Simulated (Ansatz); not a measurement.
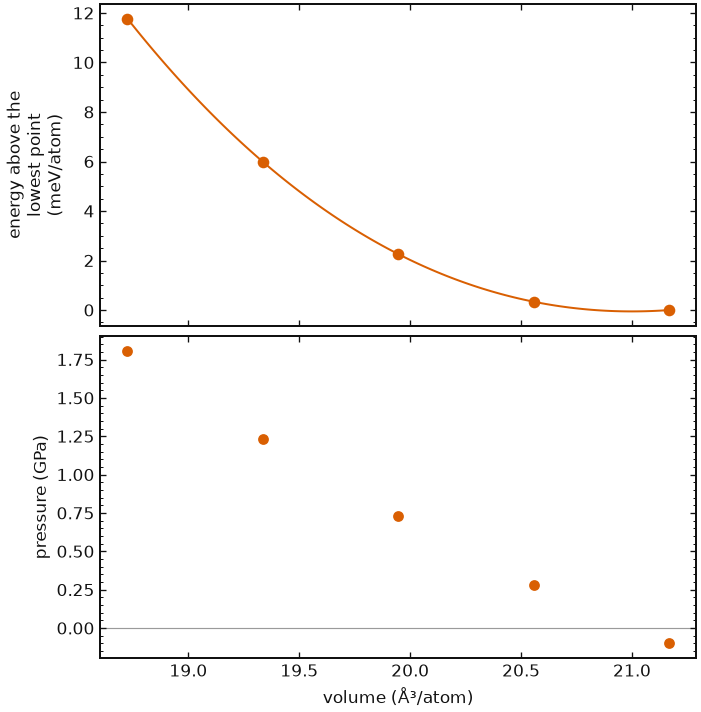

Energy above the lowest point and pressure against volume for Li, space group Im-3m (No. 229) (one of a set of cubic test structures, which need not be the stable phase).

A third-order Birch–Murnaghan fit gives V0 = 21.00 Å³/atom, B0 = 13 GPa and B′ = 3.4. The energy above the lowest point falls from 11.8 meV/atom at volume 18.73 Å³/atom to 0.0 meV/atom at 21.17 Å³/atom. The pressure falls from 1.808 GPa at volume 18.73 Å³/atom to −0.100 GPa at 21.17 Å³/atom.

Method: equation of state of a cubic crystal from periodic Kohn-Sham density functional theory without spin, third-order Birch-Murnaghan fit to the free energies; pressure corrected for the finite basis (Ansatz 0.2.0 development build). Level: HSE06.

- structure type: bcc
- atoms in cell: 1
- space group number: 229
- lattice centring: body-centred primitive
- k mesh: 6×6×6
- occupation method: Fermi–Dirac
- occupation width: 0.1 eV
- wave cutoff: 780 eV
- datasets: hand-made PAW
- density tolerance: 0 eV
- bands: 6
- density cutoff ratio: 4
- search for lower states: default
- exchange singularity: regularized

Note: coarse k-mesh, values are not converged in k.

One of the inputs:
```
crystal:
  lattice:
    - [-1.708456028012, 1.708456028012, 1.708456028012]
    - [1.708456028012, -1.708456028012, 1.708456028012]
    - [1.708456028012, 1.708456028012, -1.708456028012]
  atoms:
    - { symbol: Li, position: [0.0, 0.0, 0.0] }
kpoints:
  mp_grid: { grid: [6, 6, 6] }
hamiltonian:
  xc: hse06
  pseudopotentials: { kind: paw, source: ansatz }
scf:
  occupations: { method: fermi_dirac, width: 0.1 }
  convergence: { dr2_threshold: "1e-10 eV" }
  exx: { energy_threshold: "1e-8 eV", singularity: regularized }
output:
  forces: true
  stress: true
  eigenvalues: true
```

Command:
```bash
ansatz run input.yaml --threads 2
```
